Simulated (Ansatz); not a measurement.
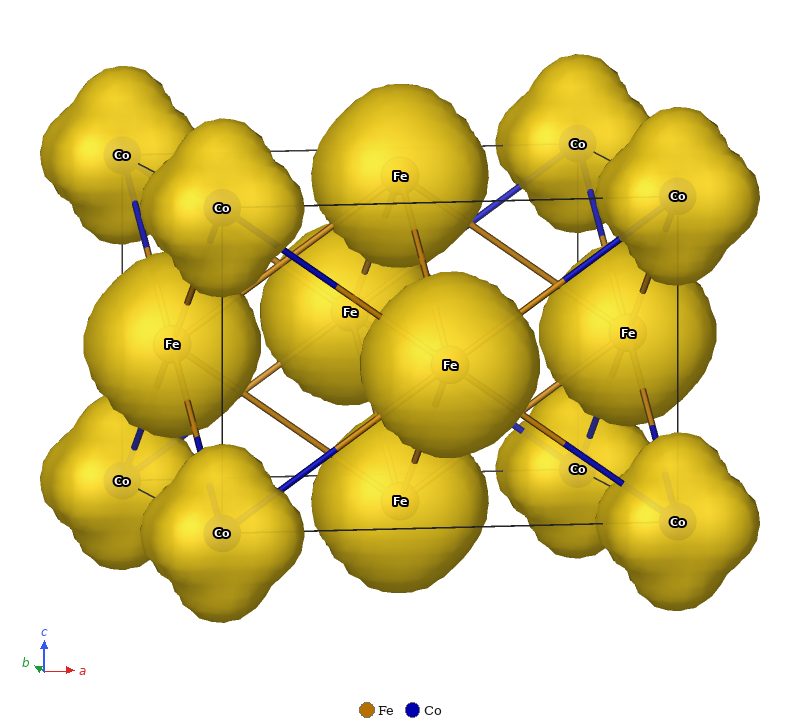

Figure. Fe₃Co. Isosurface of the spin density at +0.3 e/Å³ (yellow), seen slightly off an axis. Sticks mark near contacts.

Space group P4/mmm; a structure from a database of computed crystals, not necessarily the ambient phase; spin-polarised.

Theory: DFT r2SCAN, scalar-relativistic, plane waves, PAW (Ansatz).

> Where is the spin, and how is it ordered?

The spin density sits on Fe: +2.9 μB (×2) and +2.7 μB; Co: +1.9 μB in one cell of 4 atoms: parallel main moments (a ferromagnetic arrangement) in this solution. The cell of the calculation (4 atoms) carries 9.8 μB of net spin moment.
